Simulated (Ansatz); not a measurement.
**Run report: TiO$_{2}$, geometry relaxation (part 1 of 2)**

System: TiO$_{2}$ (I4₁/amd, 6 atoms in the cell).
Method: DFT, PBE, plane waves, PAW, no spin polarisation (Ansatz 0.2.0).

The structure derives from a Materials Project entry.

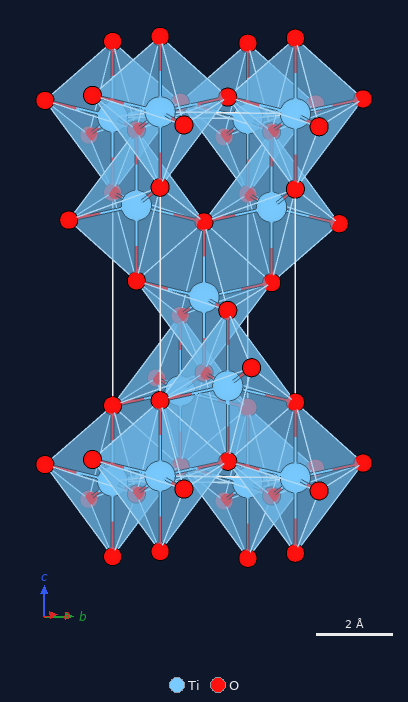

Figure 1. The input geometry (polyhedral view of the cell 2 times as large as that of the calculation, set on its symmetry axes, seen at an oblique angle; polyhedra are completed across the faces of the cell). An atom can appear more than once, as a periodic image.

## The input
```yaml
crystal:
  lattice:
    - [-1.89126984, 1.89126984, 4.8075107874]
    - [1.89126984, -1.89126984, 4.8075107874]
    - [1.89126984, 1.89126984, -4.8075107874]
  atoms:
    - { symbol: Ti, position: [0.0, 0.0, 0.0] }
    - { symbol: Ti, position: [0.75, 0.25, 0.5] }
    - { symbol: O, position: [0.95715212, 0.45715212, 0.5] }
    - { symbol: O, position: [0.20715212, 0.20715212, 0.0] }
    - { symbol: O, position: [0.54284788, 0.04284788, 0.5] }
    - { symbol: O, position: [0.79284788, 0.79284788, 0.0] }
kpoints:
  mp_grid: { grid: [8, 8, 8] }
hamiltonian:
  xc: pbe
scf:
  occupations: { method: fermi_dirac, width: 0.02 }
relax:
  f_tol: 0.005
  cell: {}
output:
  write_density: true
  write_potential: true
  elf: true
  volumetric_format: npy
```

Hardware: 4 threads of Arm Neoverse V1, 24 GiB of memory available, shared host.

Run as:
```bash
ansatz run input.yaml --threads 4 --pin off --max-ram 6451MiB --backend cpu --events-out ev --progress --plain --runs-dir out
```

## The program's output
```
Engine: ansatz 0.2.0, aarch64-unknown-linux-gnu
Pseudopotentials: kind: paw
Pseudopotential: Ti, paw, valence charge 12, recommended cutoff 420 eV (normal), Ti.paw.azcp
Pseudopotential: O, paw, valence charge 6, recommended cutoff 420 eV (normal), O.paw.azcp
Functional definition: PBE
  parameter kappa = 0.804
  parameter beta = 0.06672455060314922
  exchange = pbe_x(kappa = kappa, mu = beta*pi^2/3)
  correlation = pbe_c(beta = beta)
Crystal: 6 atoms, lattice volume = 68.784 Å³
Basis set: ecut = 420 eV, 1333 PW (Γ), exchange–correlation on 80×80×80 points (8 copies of the dense FFT grid, shifted against one another)
Bands: 30, of which v1, the nominal top of the filled ones, is band 24 counted from 1 (23 counted from 0)
Symmetry: 16 space group operations
Space group: I41/amd (ITA 141), of the structure as read, at distance tolerance 4.1e-5 Å
k-points: 59 of 512
Non-local potential: Ti, projectors of the file, l = 0: 3, l = 1: 2, l = 2: 3, l = 3: 1
Non-local potential: O, projectors of the file, l = 0: 2, l = 1: 2, l = 2: 1
PAW form: soft (Blöchl's): semilocal exchange-correlation on the pseudo side does not see the compensation charge
PAW one-centre angular grid: Ti, 590 points (default); XC on 64 Gauss nodes
PAW one-centre angular grid: O, 110 points (default); XC on 64 Gauss nodes
Initial density: superposition of atomic densities (neutral atoms: chi_scale 0, normalization atom), corrected by the library's trained network
Initial wavefunctions: pseudopotential atomic-orbital guess
Functional: x = pbe(κ = 0.804, μ = 0.2195149727645171), c = pbe(β = 0.06672455060314922)
SCF iter   1: F=—  HF=-7277.486030 eV  |F-HF|=—  |Δ(HF+E_count)|=         —  Δρ=3.38e-3  dr2=2.67e-3  ethr=1.77e-3  ⟨swp⟩=5.4  Hψ=7343  notcnv=0
preconditioner: auto → none  [insulator: Δε(μ)=2.189 eV  Ē_g=9.617 eV  σ=0.020 eV  W_gap=1.00  n_scr=14 (ndim 8)  ℏωp=25.3 eV  f_vac=0.104  D(μ)=0.00/eV (n_scr^D=0)  ε∞_Penn≈7.9]
SCF iter   2: F=—  HF=-7277.487655 eV  |F-HF|=—  |Δ(HF+E_count)|=   1.62e-3  Δρ=2.30e-3  dr2=2.42e-3  ethr=5.57e-6  ⟨swp⟩=2.7  Hψ=3722  notcnv=0  defer=101
SCF iter   3: F=—  HF=-7277.487723 eV  |F-HF|=—  |Δ(HF+E_count)|=   6.85e-5  Δρ=1.48e-3  dr2=1.00e-3  ethr=5.04e-6  ⟨swp⟩=2.0  Hψ=2831  notcnv=0  defer=101
SCF iter   4: F=—  HF=-7277.487863 eV  |F-HF|=—  |Δ(HF+E_count)|=   1.40e-4  Δρ=6.03e-4  dr2=1.49e-4  ethr=2.08e-6  ⟨swp⟩=2.1  Hψ=2058  notcnv=0  defer=101
SCF iter   5: F=—  HF=-7277.487912 eV  |F-HF|=—  |Δ(HF+E_count)|=   4.86e-5  Δρ=1.21e-4  dr2=5.96e-6  ethr=3.11e-7  ⟨swp⟩=2.0  Hψ=2210  notcnv=0  defer=101
SCF iter   6: F=—  HF=-7277.487825 eV  |F-HF|=—  |Δ(HF+E_count)|=   8.69e-5  Δρ=1.24e-5  dr2=2.80e-8  ethr=2.08e-10  ⟨swp⟩=6.6  Hψ=12133  notcnv=0
SCF iter   7: F=-7277.487825 eV  HF=-7277.487825 eV  |F-HF|=1.14e-9  |Δ(HF+E_count)|=   6.95e-8  Δρ=1.75e-6  dr2=6.79e-10  ethr=5.84e-11  ⟨swp⟩=5.8  Hψ=10191  notcnv=0
SCF 1 converged in 7 iterations: F = -7277.487825 eV  dr2 = 6.79e-10
  greatest PAW one-centre occupation: 0.999 electrons in one spin orbital (limit 2), on the Ti atom at site 1 (counted from 0), in its partial waves of l = 0
relax step   1: F+E_penalty+E_count = -7277.48782522 eV  Δ(F+E_penalty+E_count) = +0.000e0 eV  max|allowed force component| = 4.812e-2 eV/Å  Δτ_max = 0.0000 Å  P = +3.414 GPa  Ω = 68.784 Å³  (7 SCF iters, dr2 threshold 1.00e-7 eV, accepted)
Crystal: 6 atoms, lattice volume = 69.576 Å³
Basis set: ecut = 420 eV, 1349 PW (Γ), exchange–correlation on 80×80×80 points (8 copies of the dense FFT grid, shifted against one another)
Initial density: handed on by an earlier stage of this run
Initial wavefunctions: those handed on with the density
iter 1 solved again at ethr=6.20e-6 eV; its pass at ethr=3.10e-3 eV (dr2=2.98e-3 eV) is discarded
SCF iter   1: F=—  HF=-7277.495670 eV  |F-HF|=—  |Δ(HF+E_count)|=         —  Δρ=1.97e-3  dr2=2.39e-3  ethr=6.20e-6  ⟨swp⟩=2.0  Hψ=9880  notcnv=0
preconditioner: auto → Resta (q_TF=auto, 2.565 Å⁻¹)  ε∞=8.0  [insulator: Δε(μ)=2.149 eV  Ē_g=9.520 eV  σ=0.020 eV  W_gap=1.00  n_scr=22 (ndim 8)  ℏωp=25.2 eV  f_vac=0.108  D(μ)=0.00/eV (n_scr^D=0)  ε∞_Penn≈8.0]
SCF iter   2: F=—  HF=-7277.495221 eV  |F-HF|=—  |Δ(HF+E_count)|=   4.49e-4  Δρ=9.46e-4  dr2=7.74e-4  ethr=4.99e-6  ⟨swp⟩=2.0  Hψ=3060  notcnv=0
SCF iter   3: F=—  HF=-7277.495119 eV  |F-HF|=—  |Δ(HF+E_count)|=   1.02e-4  Δρ=4.20e-4  dr2=1.91e-4  ethr=1.61e-6  ⟨swp⟩=2.0  Hψ=2812  notcnv=0
SCF iter   4: F=—  HF=-7277.495018 eV  |F-HF|=—  |Δ(HF+E_count)|=   1.01e-4  Δρ=1.73e-4  dr2=4.23e-5  ethr=3.99e-7  ⟨swp⟩=2.0  Hψ=2715  notcnv=0
SCF iter   5: F=—  HF=-7277.495026 eV  |F-HF|=—  |Δ(HF+E_count)|=   8.78e-6  Δρ=4.00e-5  dr2=2.00e-6  ethr=8.82e-8  ⟨swp⟩=2.0  Hψ=2493  notcnv=0
SCF iter   6: F=-7277.495029 eV  HF=-7277.495029 eV  |F-HF|=1.03e-7  |Δ(HF+E_count)|=   2.68e-6  Δρ=8.58e-6  dr2=6.38e-8  ethr=1.25e-9  ⟨swp⟩=9.0  Hψ=11553  notcnv=0
SCF 2 converged in 6 iterations: F = -7277.495029 eV  dr2 = 6.38e-8
relax step   2: F+E_penalty+E_count = -7277.49502923 eV  Δ(F+E_penalty+E_count) = -7.204e-3 eV  max|allowed force component| = 8.156e-3 eV/Å  Δτ_max = 0.0029 Å  P = +0.983 GPa  Ω = 69.576 Å³  energy of the carried Pulay correction = -3.334e-3 eV  (6 SCF iters, dr2 threshold 6.00e-7 eV, accepted)
Crystal: 6 atoms, lattice volume = 69.917 Å³
Basis set: ecut = 420 eV, 1365 PW (Γ), exchange–correlation on 80×80×80 points (8 copies of the dense FFT grid, shifted against one another)
iter 1 solved again at ethr=1.04e-6 eV; its pass at ethr=3.10e-3 eV (dr2=5.00e-4 eV) is discarded
SCF iter   1: F=—  HF=-7277.494834 eV  |F-HF|=—  |Δ(HF+E_count)|=         —  Δρ=7.99e-4  dr2=3.97e-4  ethr=1.04e-6  ⟨swp⟩=2.1  Hψ=9891  notcnv=0
preconditioner: auto → Resta (q_TF=auto, 2.563 Å⁻¹)  ε∞=8.0  [insulator: Δε(μ)=2.150 eV  Ē_g=9.495 eV  σ=0.020 eV  W_gap=1.00  n_scr=22 (ndim 8)  ℏωp=25.1 eV  f_vac=0.108  D(μ)=0.00/eV (n_scr^D=0)  ε∞_Penn≈8.0]
SCF iter   2: F=—  HF=-7277.494670 eV  |F-HF|=—  |Δ(HF+E_count)|=   1.64e-4  Δρ=3.94e-4  dr2=1.30e-4  ethr=8.27e-7  ⟨swp⟩=2.0  Hψ=2714  notcnv=0
SCF iter   3: F=—  HF=-7277.494654 eV  |F-HF|=—  |Δ(HF+E_count)|=   1.53e-5  Δρ=1.76e-4  dr2=3.22e-5  ethr=2.71e-7  ⟨swp⟩=2.0  Hψ=2215  notcnv=0
SCF iter   4: F=—  HF=-7277.494654 eV  |F-HF|=—  |Δ(HF+E_count)|=   2.28e-7  Δρ=7.08e-5  dr2=6.86e-6  ethr=6.71e-8  ⟨swp⟩=2.0  Hψ=2714  notcnv=0
SCF iter   5: F=-7277.494657 eV  HF=-7277.494656 eV  |F-HF|=4.11e-7  |Δ(HF+E_count)|=   2.02e-6  Δρ=1.66e-5  dr2=3.26e-7  ethr=1.25e-9  ⟨swp⟩=7.1  Hψ=11737  notcnv=0
SCF 3 converged in 5 iterations: F = -7277.494657 eV  dr2 = 3.26e-7
relax step   3: F+E_penalty+E_count = -7277.49465651 eV  Δ(F+E_penalty+E_count) = +3.727e-4 eV  max|allowed force component| = 2.549e-3 eV/Å  Δτ_max = 0.0019 Å  P = +0.010 GPa  Ω = 69.917 Å³  energy of the carried Pulay correction = -4.755e-3 eV  (5 SCF iters, dr2 threshold 6.00e-7 eV, accepted)
Initial wavefunctions: pseudopotential atomic-orbital guess (no wavefunctions were taken with the density)
iter 1 solved again at ethr=1.48e-8 eV; its pass at ethr=3.10e-3 eV (dr2=7.12e-6 eV) is discarded
SCF iter   1: F=—  HF=-7277.499773 eV  |F-HF|=—  |Δ(HF+E_count)|=         —  Δρ=2.03e-4  dr2=3.19e-6  ethr=1.48e-8  ⟨swp⟩=3.1  Hψ=12136  notcnv=0
preconditioner: auto → Resta (q_TF=auto, 2.563 Å⁻¹)  ε∞=8.0  [insulator: Δε(μ)=2.155 eV  Ē_g=9.499 eV  σ=0.020 eV  W_gap=1.00  n_scr=22 (ndim 8)  ℏωp=25.1 eV  f_vac=0.107  D(μ)=0.00/eV (n_scr^D=0)  ε∞_Penn≈8.0]
SCF iter   2: F=—  HF=-7277.499864 eV  |F-HF|=—  |Δ(HF+E_count)|=   9.13e-5  Δρ=1.03e-4  dr2=1.58e-6  ethr=6.65e-9  ⟨swp⟩=2.0  Hψ=2714  notcnv=0
SCF iter   3: F=—  HF=-7277.499916 eV  |F-HF|=—  |Δ(HF+E_count)|=   5.20e-5  Δρ=5.00e-5  dr2=4.55e-7  ethr=3.30e-9  ⟨swp⟩=2.1  Hψ=2401  notcnv=0
SCF iter   4: F=—  HF=-7277.499928 eV  |F-HF|=—  |Δ(HF+E_count)|=   1.21e-5  Δρ=6.03e-6  dr2=4.62e-8  ethr=9.49e-10  ⟨swp⟩=2.1  Hψ=2446  notcnv=0
SCF iter   5: F=—  HF=-7277.499929 eV  |F-HF|=—  |Δ(HF+E_count)|=   2.24e-8  Δρ=2.49e-6  dr2=6.89e-9  ethr=9.63e-11  ⟨swp⟩=2.1  Hψ=2435  notcnv=0
SCF iter   6: F=—  HF=-7277.499929 eV  |F-HF|=—  |Δ(HF+E_count)|=   2.07e-8  Δρ=4.35e-7  dr2=9.74e-11  ethr=1.43e-11  ⟨swp⟩=2.0  Hψ=2704  notcnv=0
SCF iter   7: F=-7277.499929 eV  HF=-7277.499929 eV  |F-HF|=0.00e0  |Δ(HF+E_count)|=  1.77e-10  Δρ=4.95e-8  dr2=1.38e-12  ethr=1.00e-12  ⟨swp⟩=6.0  Hψ=7697  notcnv=0
SCF 4 converged in 7 iterations: F = -7277.499929 eV  dr2 = 1.38e-12
relax step   4: F+E_penalty+E_count = -7277.49992853 eV  Δ(F+E_penalty+E_count) = -5.272e-3 eV  max|allowed force component| = 2.436e-3 eV/Å  Δτ_max = 0.0000 Å  P = +0.149 GPa  Ω = 69.917 Å³  stress off target by 2.06e-1 GPa  SCF on the basis re-selected at this cell (its energy is not comparable with the rows above)  (7 SCF iters)
basis re-selected at this cell: Δ(F+E_penalty+E_count) = -5.272e-3 eV, ΔP = +0.139 GPa vs the last step (what re-selecting the basis moved, of the pressure what is left beyond the Pulay correction that the steps carried, after the strain that the cell walked since its last selection, with what the two solves' SCF thresholds leave and, on support functions, any second-order correction that the steps lacked; it is no measure of the basis error at this ecutwfc). This SCF's stress stands 2.06e-1 GPa from its target on what of the cell is left free (relax.cell.stress_tol is 5.00e-2 GPa) and its largest allowed force component is 2.44e-3 eV/Å (relax.f_tol is 5.00e-3 eV/Å): not within both, so this SCF does not close the relaxation
Crystal: 6 atoms, lattice volume = 69.988 Å³
iter 1 solved again at ethr=3.75e-8 eV; its pass at ethr=3.10e-3 eV (dr2=1.80e-5 eV) is discarded
SCF iter   1: F=—  HF=-7277.499784 eV  |F-HF|=—  |Δ(HF+E_count)|=         —  Δρ=1.74e-4  dr2=1.28e-5  ethr=3.75e-8  ⟨swp⟩=2.9  Hψ=9980  notcnv=0
preconditioner: auto → Resta (q_TF=auto, 2.562 Å⁻¹)  ε∞=8.0  [insulator: Δε(μ)=2.157 eV  Ē_g=9.495 eV  σ=0.020 eV  W_gap=1.00  n_scr=22 (ndim 8)  ℏωp=25.1 eV  f_vac=0.108  D(μ)=0.00/eV (n_scr^D=0)  ε∞_Penn≈8.0]
SCF iter   2: F=—  HF=-7277.499686 eV  |F-HF|=—  |Δ(HF+E_count)|=   9.81e-5  Δρ=9.88e-5  dr2=4.14e-6  ethr=2.67e-8  ⟨swp⟩=2.0  Hψ=2623  notcnv=0
SCF iter   3: F=—  HF=-7277.499687 eV  |F-HF|=—  |Δ(HF+E_count)|=   4.67e-7  Δρ=5.58e-5  dr2=1.62e-6  ethr=8.63e-9  ⟨swp⟩=2.0  Hψ=2307  notcnv=0
SCF iter   4: F=-7277.499687 eV  HF=-7277.499687 eV  |F-HF|=6.81e-8  |Δ(HF+E_count)|=   3.74e-7  Δρ=1.12e-5  dr2=7.31e-8  ethr=2.21e-10  ⟨swp⟩=6.9  Hψ=11402  notcnv=0
SCF 5 converged in 4 iterations: F = -7277.499687 eV  dr2 = 7.31e-8
relax step   5: F+E_penalty+E_count = -7277.49968700 eV  Δ(F+E_penalty+E_count) = +2.415e-4 eV  max|allowed force component| = 1.130e-3 eV/Å  Δτ_max = 0.0016 Å  P = +0.006 GPa  Ω = 69.988 Å³  energy of the carried Pulay correction = -3.031e-4 eV  (4 SCF iters, dr2 threshold 1.06e-7 eV, accepted)
iter 1 solved again at ethr=6.18e-9 eV; its pass at ethr=3.10e-3 eV (dr2=2.97e-6 eV) is discarded
SCF iter   1: F=—  HF=-7277.500040 eV  |F-HF|=—  |Δ(HF+E_count)|=         —  Δρ=7.39e-5  dr2=1.74e-7  ethr=6.18e-9  ⟨swp⟩=3.5  Hψ=12805  notcnv=0
preconditioner: auto → Resta (q_TF=auto, 2.562 Å⁻¹)  ε∞=8.0  [insulator: Δε(μ)=2.158 eV  Ē_g=9.495 eV  σ=0.020 eV  W_gap=1.00  n_scr=22 (ndim 8)  ℏωp=25.1 eV  f_vac=0.107  D(μ)=0.00/eV (n_scr^D=0)  ε∞_Penn≈8.0]
SCF iter   2: F=—  HF=-7277.500002 eV  |F-HF|=—  |Δ(HF+E_count)|=   3.86e-5  Δρ=3.77e-5  dr2=7.60e-8  ethr=3.62e-10  ⟨swp⟩=2.7  Hψ=3215  notcnv=0
SCF iter   3: F=—  HF=-7277.500020 eV  |F-HF|=—  |Δ(HF+E_count)|=   1.87e-5  Δρ=1.40e-5  dr2=3.33e-8  ethr=1.58e-10  ⟨swp⟩=2.1  Hψ=2472  notcnv=0
SCF iter   4: F=—  HF=-7277.500023 eV  |F-HF|=—  |Δ(HF+E_count)|=   2.37e-6  Δρ=2.37e-6  dr2=3.00e-9  ethr=6.93e-11  ⟨swp⟩=2.0  Hψ=2363  notcnv=0
SCF iter   5: F=—  HF=-7277.500023 eV  |F-HF|=—  |Δ(HF+E_count)|=   3.32e-8  Δρ=8.75e-7  dr2=3.95e-10  ethr=6.25e-12  ⟨swp⟩=2.0  Hψ=2404  notcnv=0
SCF iter   6: F=-7277.500023 eV  HF=-7277.500023 eV  |F-HF|=2.55e-11  |Δ(HF+E_count)|=   7.93e-9  Δρ=1.77e-7  dr2=1.52e-11  ethr=1.00e-12  ⟨swp⟩=4.1  Hψ=8402  notcnv=0
SCF 6 converged in 6 iterations: F = -7277.500023 eV  dr2 = 1.52e-11
relax step   6: F+E_penalty+E_count = -7277.50002280 eV  Δ(F+E_penalty+E_count) = -3.358e-4 eV  max|allowed force component| = 1.141e-3 eV/Å  Δτ_max = 0.0000 Å  P = +0.010 GPa  Ω = 69.988 Å³  stress off target by 4.21e-2 GPa  SCF on the basis re-selected at this cell (its energy is not comparable with the rows above)  (6 SCF iters)
```

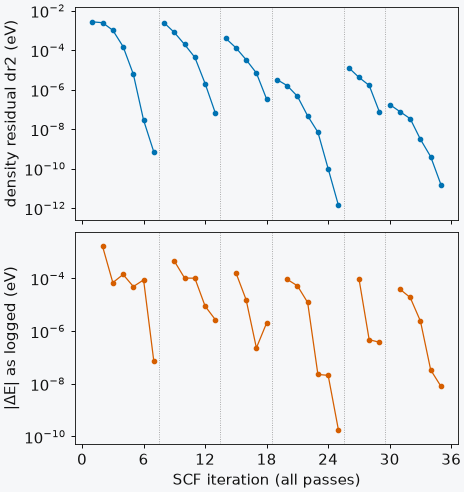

Figure 2. Convergence of the self-consistent field: density residual dr2 and size of the energy change against the SCF iteration. The dotted lines part the SCF passes of the relaxation: geometry steps, rejected trials and re-solves on a re-selected basis. The 6 passes take 4 to 7 iterations each, 35 in all.

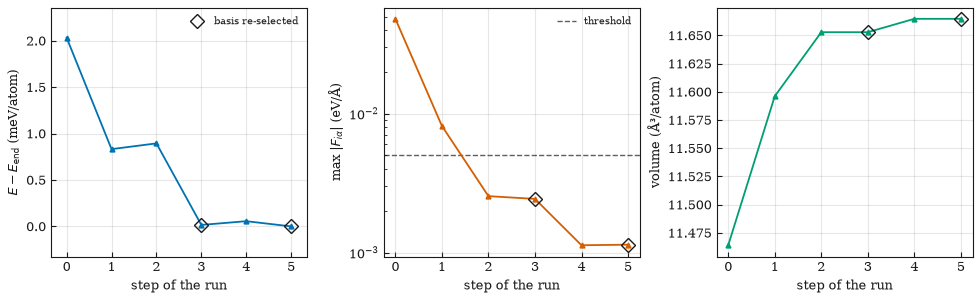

Figure 3. Progress of the relaxation, step by step (the first geometry is step 0 here and step 1 in the log).

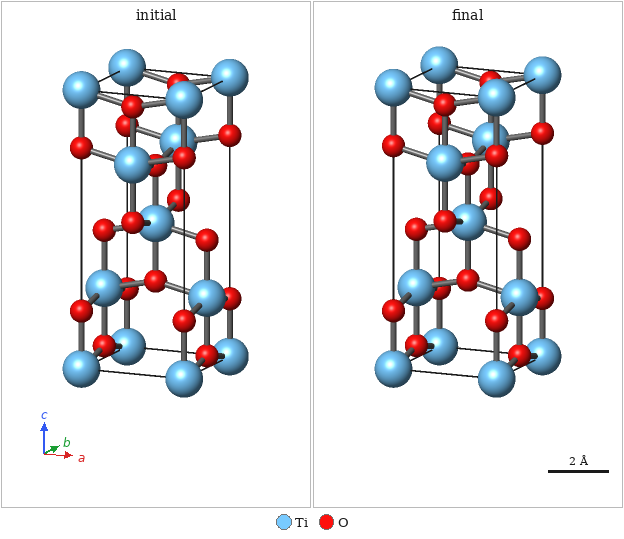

Figure 4. Before (left) and after (right) the relaxation, at one scale (ball-and-stick view of the cell 2 times as large as that of the calculation, set on its symmetry axes, seen slightly off an axis). The largest moves relative to the cell, 0.006 Å, are those of O3, O4, O5 and O6. Ti stays in place. Cell: a = b 3.783 → 3.799 Å (+0.4 %), c 9.615 → 9.698 Å (+0.9 %). Volume +1.8 %. Among the contacts that change: Ti1–O4 1.992 → 2.002 Å, Ti1–O3 1.936 → 1.946 Å. The space group stays I4_1/amd (No. 141). After 3 geometry steps the energy has fallen by 2.0 meV per atom. The largest force component goes from 0.048 to 0.0011 eV/Å. The pressure goes from 3.41 to 0.01 GPa. 1 further SCF at an unchanged geometry re-selected the plane-wave basis for the new cell. The energy change given includes the shifts at the re-selections in mid-walk, which come without any move. A last SCF at the same geometry on a re-selected plane-wave basis shifts the energy by −0.1 meV per atom. (Atoms are counted from 1 in the order of the input.)
